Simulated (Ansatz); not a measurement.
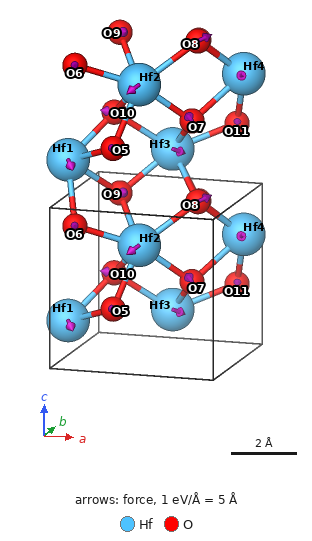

Starting geometry of solid HfO₂ (set up in Pca2_1) with the computed forces as purple arrows. A ball-and-stick model of the cell of the calculation, repeated 1 × 1 × 2 with one cell outlined, seen slightly off an axis.

Case: volume × 1.03, shape and atoms relaxed.

The calculation used DFT r2SCAN, scalar-relativistic, plane waves, PAW in Ansatz 0.2.0. (plane-wave cutoff 500 eV; k-point mesh 6 × 6 × 6; occupations gaussian; smearing width 0.02 eV; no spin polarisation; cell relaxed at fixed volume; force threshold 0.01 eV/Å; at most 30 steps)

Question: Is this structure relaxed? If not, where do the atoms go?

Answer: It isn't relaxed: the largest force vector, on Hf atoms, is 0.11 eV/Å. The final displacements follow the starting forces only in part (cosine between the two patterns 0.75). The largest moves relative to the cell, 0.050 Å, are those of O atoms. By element the largest moves are O 0.050 Å, Hf 0.019 Å. The drawn cell changes at constant volume: a 5.299 → 5.310 Å (+0.2 %), b 5.080 → 5.071 Å (−0.2 %), c 5.110 → 5.108 Å (0.0 %). Near-neighbour distances that change, for instance: Hf–O 2.267 → 2.319 Å, Hf–O 2.159 → 2.132 Å, Hf–O 2.138 → 2.123 Å, Hf–O 2.157 → 2.168 Å. The space group stays Pca2_1 (No. 29). The energy falls by 1.4 meV per atom in 5 accepted moves (6 points after the start). The largest force component goes from 0.086 to 0.00055 eV/Å. Pressure: −7.34 GPa at the start and −5.91 GPa at the end. At 1 point the geometry stayed and the basis and grid were re-selected for the new cell (energy shift of less than 0.05 meV per atom at most each time).
